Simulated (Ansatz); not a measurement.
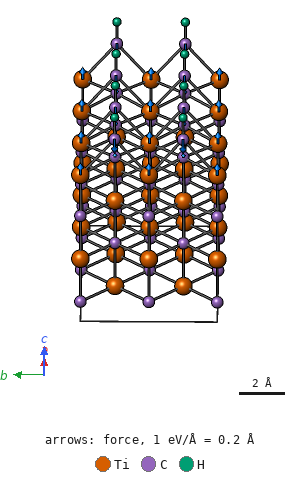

Starting geometry of a slab of composition Ti₄HC₅ (cut from the Fm-3m phase) with the computed forces as blue arrows. Style: ball-and-stick. Shown: the 3 × 2 repeat of the cell, outlined in the plane, without the vacuum, from a free direction.

Case: CH put at a hollow Ti-Ti site. The slab is the (1 0 0) face of TiC with CH on it. 4 atoms are held fixed.

Level of theory: Ansatz 0.2.0, DFT r2SCAN, scalar-relativistic, plane waves, PAW. Set-up: plane-wave cutoff 500 eV; k-point mesh 9 × 9 × 1; occupations gaussian; smearing width 0.1 eV; no spin polarisation; dipole correction; atoms relaxed in a fixed cell; force threshold 0.03 eV/Å; at most 70 steps.

Is this structure relaxed? If not, where do the atoms go?

It isn't relaxed: the largest force vector, on a C atom, is 3.78 eV/Å. The final displacements follow the starting forces only in part (cosine between the two patterns 0.56). Over 7 geometry steps the energy falls by 2.206 eV per cell of the calculation. The largest force component goes from 3.8 to 0.012 eV/Å. The largest moves, 0.46 Å, are those of C and H atoms. By element the largest moves are C 0.46 Å, H 0.46 Å, Ti 0.05 Å. The cell doesn't change. Near-neighbour distances that change, for instance: C–C 2.287 → 1.723 Å, C–Ti 2.205 → 2.718 Å, C–Ti 2.364 → 2.042 Å, C–Ti 2.166 → 2.235 Å. Bond angles that change, for instance: Ti–C–Ti 174.6° → 151.0°, Ti–C–Ti 80.7° → 97.1°, Ti–C–Ti 87.3° → 75.5°. Cost: 7.7 min on 2 threads of Arm Neoverse N1, with other jobs on the host, peak memory 1.1 GiB.

Limits of the set-up: the periodic images lie only 3.1 Å apart, so the values are limited by the cell's size.
